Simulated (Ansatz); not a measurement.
```xyz
8
Lattice="4.5785 0.0000 0.0000 0.0000 4.5785 0.0000 0.0000 0.0000 3.0229" Properties=species:S:1:pos:R:3 pbc="T T T"
B     4.4357    1.7471    0.6936
B     0.1428    2.8314    2.2050
B     2.8314    4.4357    2.9607
B     1.7471    0.1428    1.4493
B     0.4030    1.0850    2.1497
B     4.1756    3.4935    0.6382
B     3.4935    0.4030    1.3940
B     1.0850    4.1756    2.9054
```

Space group P4₃; a structure generated by program, which may or may not match a known phase.

These are results of DFT PBE, scalar-relativistic, plane waves, PAW in Ansatz, not measurements.

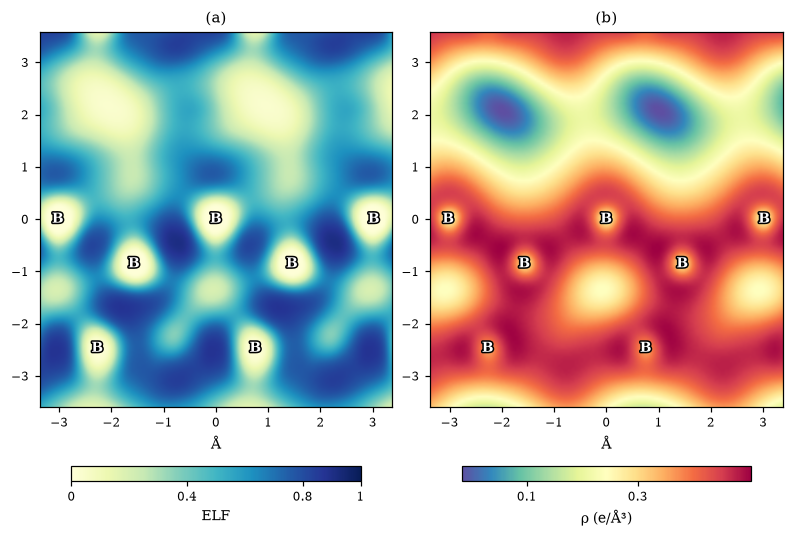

B. (a) ELF; (b) valence electron density on the (110) plane of the conventional cell.

In a PAW calculation such maps are meaningful between the atoms, not at the nuclei.

Read the bonding off the picture.

The plane passes through B nuclei.
Atoms just off the plane (B, 0.7 Å away) can leave unmarked features too.
B–B (1.69 Å): the density is about 0.88 e/Å³ at the midpoint; the ELF peaks at about 0.80 between the atoms.
B–B (1.79 Å): ρ is about 0.8 e/Å³ halfway; the ELF peaks at about 0.90 between the atoms.
Between the atoms the lowest density in this plane is 0.05 e/Å³.
